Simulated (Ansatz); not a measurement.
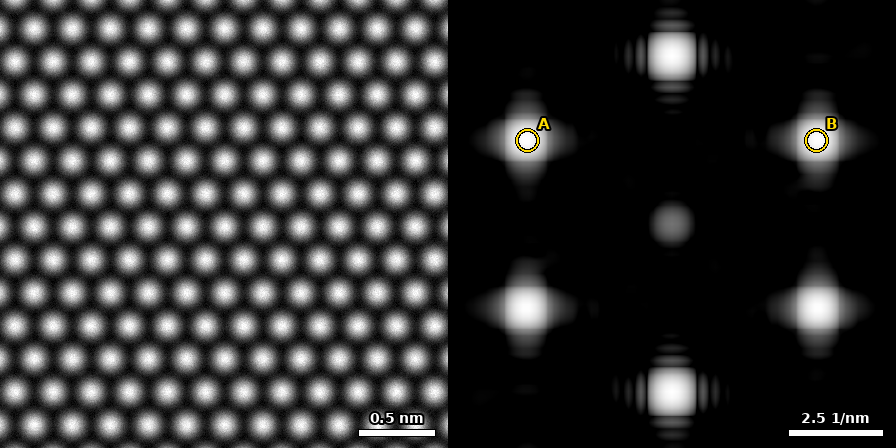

Z-contrast image of a crystal. Simulated incoherent Z contrast: every atom adds Z^1.7 spread by a probe of 1.30 Å full width; channelling and multiple scattering are left out. The display is stretched by a gamma of 0.8; percentages refer to the linear signal. Shot noise was added.

The right panel is the modulus of the image's Fourier transform on a logarithmic scale.

Q: Which lattice spacings do the marked spots stand for, and what angle do A and B enclose?

A: 2.2 Å, B: 2.2 Å; A and B enclose about 120°.

The crystal is Pt (Im-3m, No. 229) along [111]; the spots are (0 1 -1) and (1 -1 0). Atomic positions: the input geometry of a calculation; the starting structure was generated, so it need not be a known form of this composition.
